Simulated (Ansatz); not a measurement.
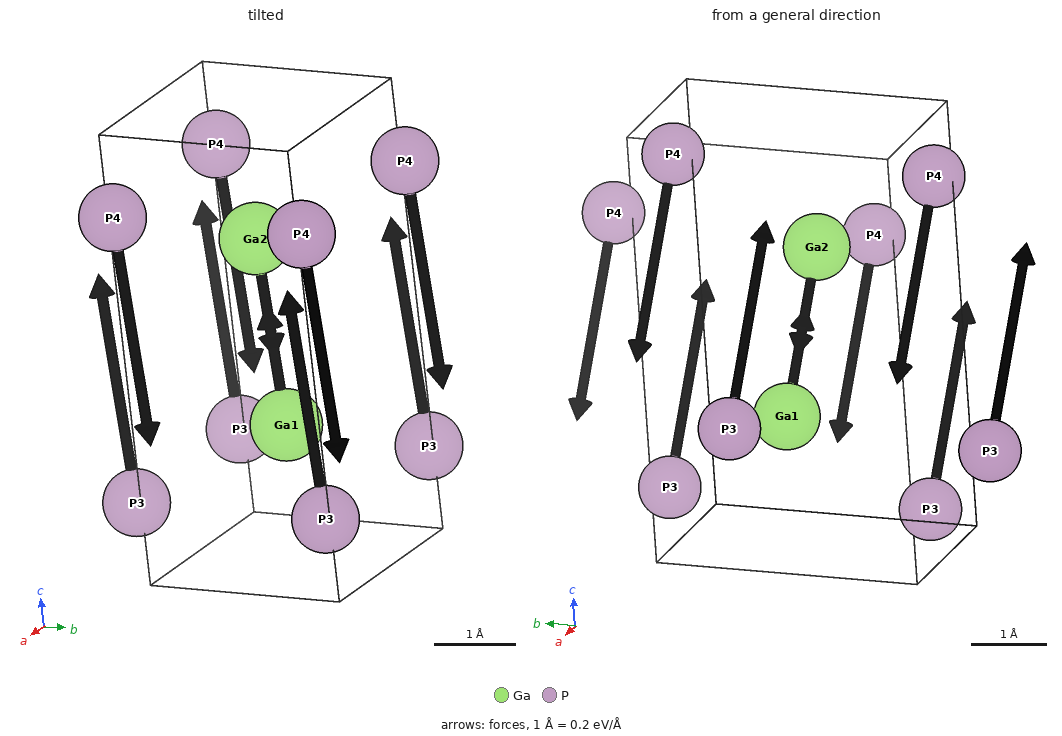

Drawn in the spheres-only manner and seen slightly off an axis and from a general direction. The parallelepiped is the cell (the run's own, in a reduced setting). The arrows are the computed forces on the atoms.

System: GaP. Method used: Ansatz 0.2.0, DFT LDA, scalar-relativistic, plane waves, PAW. It ran with wavefunction cutoff 420 eV, k-points about 0.16 Å⁻¹ apart, Gaussian smearing of 0.05 eV, no spin polarisation.

Are the atoms in equilibrium?

Answer. No. The atoms still feel forces of up to about 0.51 eV/Å, far above a usual threshold of 0.01 to 0.03 eV/Å.

Which atom is furthest from force balance?

Answer. P3 and P4, about 0.51 eV/Å.

What is the mean force per element?

Answer. Mean magnitudes: about Ga 0.22 eV/Å, P 0.51 eV/Å.

It goes back to a structure listed in the Materials Project. The cell was then strained or its atoms displaced on purpose. It was the input of a calculation with Ansatz.
